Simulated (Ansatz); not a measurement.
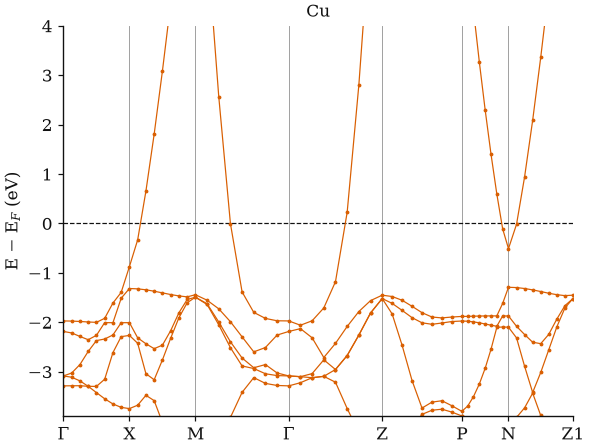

Band structure. Energies are counted from the Fermi level. The path runs straight from each named point to the next.

### What lattice type does the k path imply?

A body-centred tetragonal lattice: the path Γ–X–M–Γ–Z–P–N–Z1 runs through the special points of its Brillouin zone.

System: Cu, space group I4/mmm, 1 atom in the primitive cell.

```cif
data_structure
_symmetry_space_group_name_H-M 'I4/mmm'
_symmetry_Int_Tables_number 139
_cell_length_a 2.8856
_cell_length_b 2.8856
_cell_length_c 2.7522
_cell_angle_alpha 90.000
_cell_angle_beta 90.000
_cell_angle_gamma 90.000
_cell_volume 22.92
loop_
_atom_site_label
_atom_site_type_symbol
_atom_site_symmetry_multiplicity
_atom_site_Wyckoff_symbol
_atom_site_fract_x
_atom_site_fract_y
_atom_site_fract_z
_atom_site_occupancy
Cu1 Cu 2 a 0.00000 0.00000 0.00000 1
```

Ansatz 0.2.0; LDA, all-electron LAPW, no spin polarisation, no spin-orbit coupling, 13×13×13 k mesh, Fermi-Dirac smearing of 0.05 eV.

### Metal, semiconductor or insulator?

A metal: 1 band crosses the Fermi level along this path.

### On which lines of the path do bands cross the Fermi level?

Bands cross the Fermi level on X–M, M–Γ, Γ–Z, P–N and N–Z1, and not on Γ–X and Z–P.

The cell is at −8 GPa in this functional. This isn't the form of Cu at room conditions, which is fcc. Bands are joined in order of energy, so crossings between the computed points show as kinks or gaps. In reduced coordinates of the cell that was run, X is (0, 0, 0.5), M is (−0.5, 0.5, 0.5), Z is (0.477, 0.477, −0.477), P is (0.25, 0.25, 0.25), N is (0, 0.5, 0) and Z1 is (−0.477, 0.523, 0.477).
